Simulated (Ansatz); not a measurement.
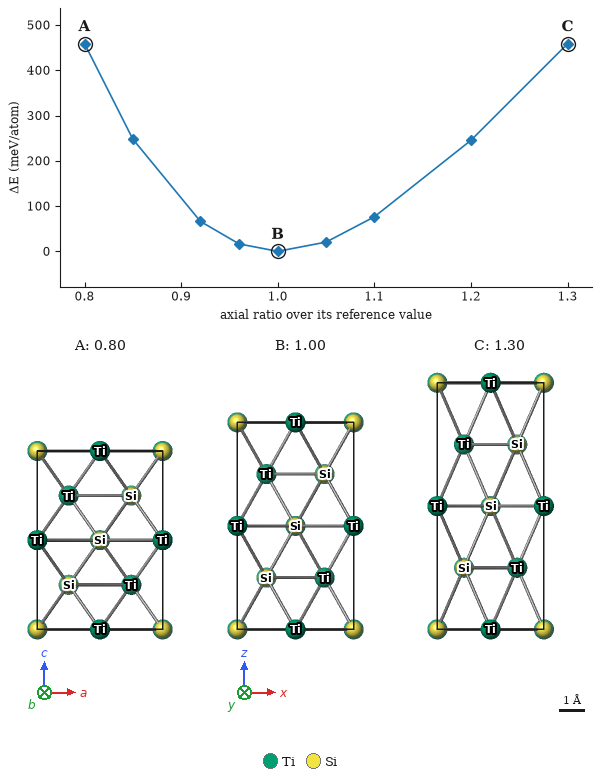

Solid TiSi₂ (Fddd): the ratio of the cell's length along z to its lengths across, counted as 1 for the reference, is changed at fixed volume (a c/a path), with the atoms kept at their fractional coordinates. x, y and z are the Cartesian axes of the input. The lettered frames are marked on the plot. The picture is a ball-and-stick view of the conventional cell (4 times the calculation's cell), seen along the b axis. Lengths and directions refer to the drawn axes.

The calculation used DFT PBE, scalar-relativistic, plane waves, PAW (Ansatz). Settings: plane-wave cutoff 420 eV; k-point mesh 14 × 14 × 14; occupations gaussian; smearing width 0.15 eV; no spin polarisation. Energies (free energies at the smearing named) are counted from the relaxed crystal.

### What does the scan show?

The lowest computed point lies at the relative ratio 1.00 (0 meV/atom). At the ends of the scan the energy is 459 meV/atom (0.80) and 459 meV/atom (1.30). The distortion keeps the space group Fddd. At the relative ratio 1.30 the cell of the drawing goes a 4.808 → 4.405 Å, b 8.270 → 7.578 Å, c 8.559 → 10.195 Å.
